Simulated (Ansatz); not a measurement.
**Geometry relaxation of LiNbO3 (part 2 of 2)**

Continued. System: LiNbO3 (R3c, 10 atoms in the cell). Method: DFT PBE, scalar-relativistic, plane waves, PAW, no spin polarisation (Ansatz 0.2.0); cutoff 420 eV, 6×6×6 k-mesh, Gaussian smearing of 0.02 eV. The structure derives from an entry of the Crystallography Open Database. It belongs to a series of runs on one base structure; here: volume × 0.94, shape and atoms relaxed.

Geometry of the input (Å; fractional positions):
```
2.5400  1.4665  4.5824
-2.5400  1.4665  4.5824
0.0000  -2.9330  4.5824
Li 0.2819  0.2819  0.2819
Li 0.7819  0.7819  0.7819
Nb 0.0001  0.0001  0.0001
Nb 0.5001  0.5001  0.5001
O  0.1060  0.3644  0.7195
O  0.7195  0.1060  0.3644
O  0.3644  0.7195  0.1060
O  0.2195  0.8644  0.6060
O  0.8644  0.6060  0.2195
O  0.6060  0.2195  0.8644
```

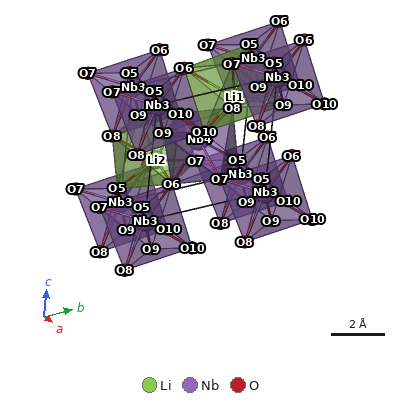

**Figure 1.** The geometry at step 4 of the log (polyhedral view of the reduced cell, seen slightly off an axis; polyhedra are completed across the faces of the cell; atoms are numbered from 1 in the order of the input).

```
basis re-selected at this cell: Δ(F+E_penalty+E_count) = +1.349e-4 eV, ΔP = +0.002 GPa vs the last step (what re-selecting the basis moved, of the pressure what is left beyond the Pulay correction that the steps carried, after the strain that the cell walked since its last selection, with what the two solves' SCF thresholds leave and, on support functions, any second-order correction that the steps lacked; it is no measure of the basis error at this ecutwfc). This SCF's stress stands 1.62e-3 GPa from its target on what of the cell is left free (relax.cell.stress_tol is 1.00e-1 GPa) and its largest allowed force component is 3.02e-3 eV/Å (relax.f_tol is 1.00e-2 eV/Å): within both
SCF converged after 5 iterations
Free energy (F): -12929.335973 eV
Harris-Foulkes:  -12929.335973 eV  (|F-HF|=7.28e-12)
Internal energy: -12929.335973 eV  (E = F + TS)
E sigma→0 (E₀):  -12929.335973 eV
Fermi energy:    9.524139 eV
--- Per-component energies (eV) ---
  E_band       = -491.131297
  E_kinetic    = 1891.611010
  E_local      = -4138.826123  (includes V_loc(G=0)·N_el)
  E_nonlocal   = 450.544972
  E_hartree    = 1390.346810
  E_xc         = -819.374220
  E_vxc        = -1023.601056  (∫ρ·V_xc dr)
  E_paw        = -7134.645270  (= ΣΔE_a)
  E_vpaw       = -451.568781  (= ΣTr[D̂ρ^β])
  E_aug_tail   = 0.014923  (compensation charges beyond the density's cutoff)
  E_ewald      = -4569.008075
  E_smearing   = -0.000000  (= −TS)
  E_closure    = 0.000000  (closes the sum)
  Σ components = -12929.335973   (vs F -12929.335973, Δ=0.00e0)
--- Forces (eV/Å), atoms counted from 1 ---
  atom   1  Li     0.00000000    -0.00000000    -0.00005833
  atom   2  Li     0.00000000     0.00000000    -0.00005833
  atom   3  Nb    -0.00000000     0.00000000     0.00302141
  atom   4  Nb     0.00000000     0.00000000     0.00302141
  atom   5  O     -0.00073683    -0.00051879    -0.00098798
  atom   6  O      0.00081770    -0.00037871    -0.00098798
  atom   7  O     -0.00008087     0.00089751    -0.00098798
  atom   8  O      0.00008087     0.00089751    -0.00098798
  atom   9  O      0.00073683    -0.00051879    -0.00098798
  atom  10  O     -0.00081770    -0.00037871    -0.00098798
  max |Σ_I F_I| component: 1.70e-6 eV/Å
--- Stress (GPa, compression-positive) ---
        7.553579      -0.000000       0.000000
       -0.000000       7.553579       0.000000
        0.000000       0.000000       7.551145
  P = ⅓ Tr σ = 7.5528 GPa (75.528 kbar)
--- Band table (eV; the first three rows and the last of 32) ---
  k-point 0: bands = ["-46.3857", "-46.3680", "-34.5793", "-34.5759", "-22.7265", "-22.7265", "-22.6488", "-22.5545", "-22.5545", "-22.4435", "-9.3180", "-8.6258", "-8.6258", "-7.6811", "-7.4364", "-7.4364", "3.2522", "3.2522", "3.3973", "3.5229", "3.5229", "4.5589", "5.5745", "5.6583", "5.6583", "6.3540", "6.8904", "6.8904", "7.0291", "7.0291", "7.1362", "7.1618", "7.6964", "7.6964", "11.3884", "11.3884", "11.8095", "12.8414", "12.8414", "13.0853", "15.3841", "15.6032", "15.6032", "17.7066"]
  k-point 1: bands = ["-46.3845", "-46.3692", "-34.5791", "-34.5761", "-22.7174", "-22.7157", "-22.6347", "-22.5680", "-22.5668", "-22.4571", "-9.2025", "-8.5638", "-8.5588", "-7.7538", "-7.5499", "-7.5309", "3.1761", "3.2754", "3.5647", "3.7779", "3.8060", "4.5539", "5.2646", "5.3843", "5.4649", "6.4155", "6.6327", "6.8994", "6.9843", "7.1312", "7.2531", "7.3082", "7.5433", "7.6138", "11.4136", "11.4302", "11.8296", "12.7890", "13.0132", "13.0245", "15.5392", "15.6521", "15.7466", "17.6272"]
  k-point 2: bands = ["-46.3812", "-46.3724", "-34.5786", "-34.5768", "-22.6902", "-22.6857", "-22.6036", "-22.6001", "-22.5963", "-22.4945", "-8.8856", "-8.3985", "-8.3751", "-7.9800", "-7.8227", "-7.7710", "3.3132", "3.4643", "3.8360", "4.2675", "4.3456", "4.5749", "4.5919", "5.0029", "5.2505", "5.9176", "6.3179", "6.5889", "7.1411", "7.2433", "7.2518", "7.3370", "7.5173", "7.6422", "11.4191", "11.6374", "12.1776", "12.4609", "12.9477", "12.9935", "15.6486", "16.0061", "16.4169", "17.4522"]
  k-point 31: bands = ["-46.3768", "-46.3768", "-34.5777", "-34.5777", "-22.6423", "-22.6423", "-22.6423", "-22.6423", "-22.5499", "-22.5499", "-8.5424", "-8.5424", "-8.0622", "-8.0622", "-8.0622", "-8.0622", "4.1728", "4.1728", "4.1728", "4.1728", "4.4227", "4.4227", "5.0745", "5.0745", "5.0745", "5.0745", "5.4859", "5.4859", "7.0214", "7.0214", "7.4252", "7.4252", "7.4252", "7.4252", "12.4142", "12.4142", "12.6123", "12.6123", "12.6123", "12.6123", "16.4330", "16.4330", "16.4330", "16.4330"]
--- Relaxed structure (6 steps of the walk, 6 accepted, 1 SCFs on fresh bases) ---
  F+E_penalty+E_count = -12929.33597333 eV   max|allowed force component| = 3.022e-3 eV/Å   (the final SCF, on the basis selected at the relaxed cell)
  cell:  # Å, volume = 102.4154 Å³
    - [2.538308481052792, 1.4654930848221392, 4.588658516083477]
    - [-2.538308481052792, 1.4654930848221392, 4.588658516083477]
    - [-7.834923362691385e-34, -2.9309861696442785, 4.588658516083477]
  atoms:
    - { symbol: Li, position: [0.2826340065868186, 0.2826340065868186, 0.2826340065868186] }
    - { symbol: Li, position: [0.7826340065868189, 0.7826340065868189, 0.7826340065868189] }
    - { symbol: Nb, position: [-0.00022762510891363724, -0.00022762510891363716, -0.00022762510891363683] }
    - { symbol: Nb, position: [0.49977237489108634, 0.49977237489108634, 0.49977237489108634] }
    - { symbol: O, position: [0.10140052871681954, 0.37060690538638497, 0.7174011844188908] }
    - { symbol: O, position: [0.7174011844188906, 0.10140052871681976, 0.3706069053863851] }
    - { symbol: O, position: [0.37060690538638497, 0.7174011844188907, 0.1014005287168196] }
    - { symbol: O, position: [0.21740118441889067, 0.8706069053863849, 0.6014005287168196] }
    - { symbol: O, position: [0.870606905386385, 0.6014005287168197, 0.21740118441889078] }
    - { symbol: O, position: [0.6014005287168195, 0.21740118441889056, 0.8706069053863851] }
```

Trajectory as extended XYZ (Å, eV, eV/Å), 7 frames, from step=1 to step=7:
```
10
Lattice="2.5400 1.4665 4.5824 -2.5400 1.4665 4.5824 0.0000 -2.9330 4.5824" Properties=species:S:1:pos:R:3:forces:R:3 step=1 energy=-12929.30456 pressure_GPa=10.72
Li    0.0000    0.0000    3.8756    0.0000   0.0000   0.0023
Li    0.0000    0.0000   10.7492    0.0000   0.0000   0.0023
Nb    0.0000    0.0000    0.0010    0.0000   0.0000  -0.2988
Nb    0.0000    0.0000    6.8746    0.0000   0.0000  -0.2988
O    -0.6565   -1.4204    5.4523   -0.2891   0.3016   0.0988
O     1.5583    0.1417    5.4523   -0.1167  -0.4011   0.0988
O    -0.9019    1.2787    5.4523    0.4057   0.0995   0.0988
O    -1.6382   -0.1878    7.7435   -0.4057   0.0995   0.0988
O     0.6565    1.5126    7.7435    0.2891   0.3016   0.0988
O     0.9817   -1.3248    7.7435    0.1167  -0.4011   0.0988
10
Lattice="2.5422 1.4677 4.5748 -2.5422 1.4677 4.5748 0.0000 -2.9354 4.5748" Properties=species:S:1:pos:R:3:forces:R:3 step=2 energy=-12929.33203 pressure_GPa=8.53
Li    0.0000    0.0000    3.8773    0.0000   0.0000  -0.0052
Li    0.0000    0.0000   10.7394    0.0000   0.0000  -0.0052
Nb    0.0000    0.0000    0.0028    0.0000   0.0000  -0.1334
Nb    0.0000    0.0000    6.8650    0.0000   0.0000  -0.1334
O    -0.6756   -1.4145    5.4398   -0.0899   0.0920   0.0462
O     1.5628    0.1222    5.4398   -0.0348  -0.1238   0.0462
O    -0.8873    1.2923    5.4398    0.1246   0.0318   0.0462
O    -1.6549   -0.1754    7.7272   -0.1246   0.0318   0.0462
O     0.6756    1.5209    7.7272    0.0899   0.0920   0.0462
O     0.9794   -1.3455    7.7272    0.0348  -0.1238   0.0462
10
Lattice="2.5363 1.4643 4.5960 -2.5363 1.4643 4.5960 0.0000 -2.9286 4.5960" Properties=species:S:1:pos:R:3:forces:R:3 step=3 energy=-12929.33560 pressure_GPa=7.54
Li    0.0000    0.0000    3.9021    0.0000   0.0000  -0.0029
Li    0.0000    0.0000   10.7962    0.0000   0.0000  -0.0029
Nb    0.0000    0.0000    0.0001    0.0000   0.0000  -0.0351
Nb    0.0000    0.0000    6.8942    0.0000   0.0000  -0.0351
O    -0.6832   -1.4077    5.4638   -0.0061  -0.0135   0.0127
O     1.5607    0.1122    5.4638    0.0147   0.0015   0.0127
O    -0.8775    1.2955    5.4638   -0.0086   0.0120   0.0127
O    -1.6588   -0.1688    7.7618    0.0086   0.0120   0.0127
O     0.6832    1.5210    7.7618    0.0061  -0.0135   0.0127
O     0.9756   -1.3521    7.7618   -0.0147   0.0015   0.0127
10
Lattice="2.5384 1.4655 4.5884 -2.5384 1.4655 4.5884 0.0000 -2.9311 4.5884" Properties=species:S:1:pos:R:3:forces:R:3 step=4 energy=-12929.33592 pressure_GPa=7.50
Li    0.0000    0.0000    3.8957    0.0000   0.0000  -0.0108
Li    0.0000    0.0000   10.7782    0.0000   0.0000  -0.0108
Nb    0.0000    0.0000   -0.0013    0.0000   0.0000  -0.0242
Nb    0.0000    0.0000    6.8812    0.0000   0.0000  -0.0242
O    -0.6848   -1.4108    5.4551    0.0060   0.0080   0.0117
O     1.5642    0.1123    5.4551   -0.0099   0.0012   0.0117
O    -0.8794    1.2985    5.4551    0.0040  -0.0092   0.0117
O    -1.6590   -0.1671    7.7493   -0.0040  -0.0092   0.0117
O     0.6848    1.5203    7.7493   -0.0060   0.0080   0.0117
O     0.9742   -1.3532    7.7493    0.0099   0.0012   0.0117
10
Lattice="2.5382 1.4654 4.5890 -2.5382 1.4654 4.5890 0.0000 -2.9309 4.5890" Properties=species:S:1:pos:R:3:forces:R:3 step=5 energy=-12929.33601 pressure_GPa=7.55
Li    0.0000    0.0000    3.8948    0.0000   0.0000  -0.0072
Li    0.0000    0.0000   10.7783    0.0000   0.0000  -0.0072
Nb    0.0000    0.0000   -0.0015    0.0000   0.0000  -0.0218
Nb    0.0000    0.0000    6.8820    0.0000   0.0000  -0.0218
O    -0.6840   -1.4106    5.4564   -0.0003   0.0067   0.0096
O     1.5636    0.1130    5.4564   -0.0056  -0.0036   0.0096
O    -0.8797    1.2976    5.4564    0.0059  -0.0030   0.0096
O    -1.6586   -0.1678    7.7510   -0.0059  -0.0030   0.0096
O     0.6840    1.5202    7.7510    0.0003   0.0067   0.0096
O     0.9746   -1.3525    7.7510    0.0056  -0.0036   0.0096
10
Lattice="2.5383 1.4655 4.5887 -2.5383 1.4655 4.5887 0.0000 -2.9310 4.5887" Properties=species:S:1:pos:R:3:forces:R:3 step=6 energy=-12929.33611 pressure_GPa=7.55
Li    0.0000    0.0000    3.8907    0.0000   0.0000  -0.0001
Li    0.0000    0.0000   10.7737    0.0000   0.0000  -0.0001
Nb    0.0000    0.0000   -0.0031    0.0000   0.0000   0.0030
Nb    0.0000    0.0000    6.8799    0.0000   0.0000   0.0030
O    -0.6833   -1.4110    5.4578   -0.0007  -0.0005  -0.0010
O     1.5636    0.1137    5.4578    0.0008  -0.0004  -0.0010
O    -0.8803    1.2973    5.4578   -0.0001   0.0009  -0.0010
O    -1.6580   -0.1682    7.7521    0.0001   0.0009  -0.0010
O     0.6833    1.5200    7.7521    0.0007  -0.0005  -0.0010
O     0.9747   -1.3518    7.7521   -0.0008  -0.0004  -0.0010
10
Lattice="2.5383 1.4655 4.5887 -2.5383 1.4655 4.5887 0.0000 -2.9310 4.5887" Properties=species:S:1:pos:R:3:forces:R:3 step=7 energy=-12929.33597 pressure_GPa=7.55
Li    0.0000    0.0000    3.8907    0.0000   0.0000  -0.0001
Li    0.0000    0.0000   10.7737    0.0000   0.0000  -0.0001
Nb    0.0000    0.0000   -0.0031    0.0000   0.0000   0.0030
Nb    0.0000    0.0000    6.8799    0.0000   0.0000   0.0030
O    -0.6833   -1.4110    5.4578   -0.0007  -0.0005  -0.0010
O     1.5636    0.1137    5.4578    0.0008  -0.0004  -0.0010
O    -0.8803    1.2973    5.4578   -0.0001   0.0009  -0.0010
O    -1.6580   -0.1682    7.7521    0.0001   0.0009  -0.0010
O     0.6833    1.5200    7.7521    0.0007  -0.0005  -0.0010
O     0.9747   -1.3518    7.7521   -0.0008  -0.0004  -0.0010
```

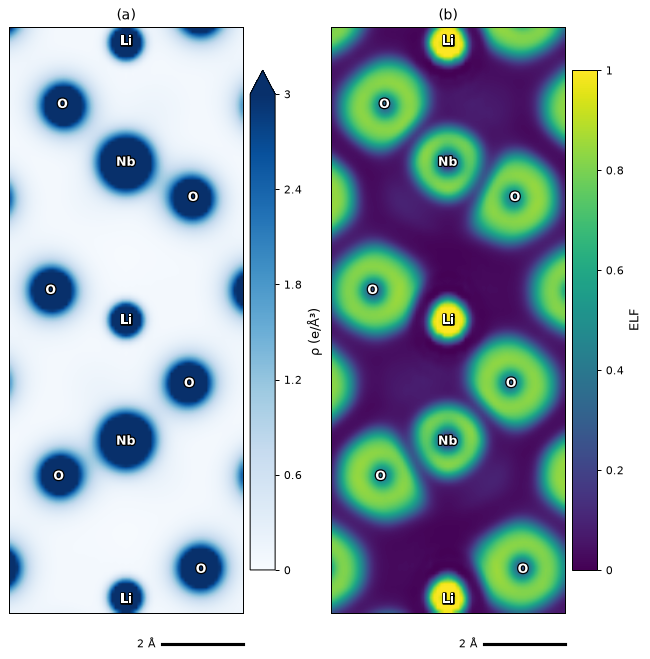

**Figure 2.** (a) valence electron density; (b) ELF on the (100) plane of the conventional cell. Atoms in the plane: Li, Nb and O. Nb–O (1.88 Å): the density is about 1.2 e/Å³ at the midpoint; the ELF peaks at about 0.80 in the valence shell of O, 0.5 Å from its nucleus, and drops to about 0.30 between the two atoms. Li–O (1.99 Å): ρ is about 0.32 e/Å³ halfway; the ELF is about 0.55 at the midpoint. Nb–O (2.12 Å): ρ at the midpoint is about 0.64 e/Å³; the ELF peaks at about 0.85 in the valence shell of O, 0.6 Å from its nucleus, and drops to about 0.20 between the two atoms. Li–O (2.22 Å): the density is about 0.2 e/Å³ at the midpoint; the ELF is about 0.40 at the midpoint, which marks a contact without a shared pair. Away from the nuclei the density in this plane falls to 0.02 e/Å³ at its lowest. The strong features right at Li and Nb lie inside the PAW spheres (semicore, d or f shells) and say nothing about bonding. The fields are those of the smooth PAW valence density.

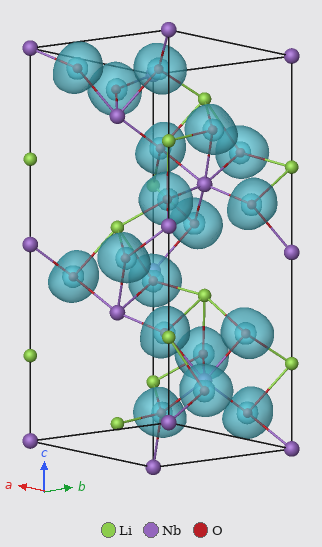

**Figure 3.** Isosurface of the electron localisation function at 0.7 (cyan), seen at an oblique angle. Only the valence region is drawn (cores and ρ < 0.01 e/Å³ removed). Sticks mark near contacts. The outline is the cell set on symmetry axes. Values along the shortest contacts: Nb–O (1.88 Å): the ELF peaks at about 0.80 in the valence shell of O, 0.5 Å from its nucleus, and drops to about 0.30 between the two atoms. Li–O (1.99 Å): the ELF is about 0.55 at the midpoint.

Results in brief:

```json
{"quantity": "outcome", "value": "converged"}
{"quantity": "space group (tolerance 0.01 Å)", "value": "R3c (161)"}
{"quantity": "electrons treated", "value": "68"}
{"quantity": "free energy", "value": "−12929.3360 eV"}
{"quantity": "Fermi energy", "value": "9.524 eV"}
{"quantity": "gap on the k-point mesh", "value": "3.62 eV"}
{"quantity": "pressure", "value": "7.55 GPa"}
{"quantity": "final volume", "value": "102.42 Å³"}
{"quantity": "largest force (length of the vector) at the end", "value": "0.003 eV/Å"}
{"quantity": "final cell", "value": "a = 5.445 Å, b = 5.445 Å, c = 5.445 Å, α = 55.57°, β = 55.57°, γ = 55.57°"}
{"quantity": "wall time", "value": "92 s (CPU time 2.9 min)"}
{"quantity": "peak memory", "value": "0.48 GiB"}
```

Remarks:

The cell is under a pressure of 7.6 GPa at this level, so it is not at its equilibrium volume.
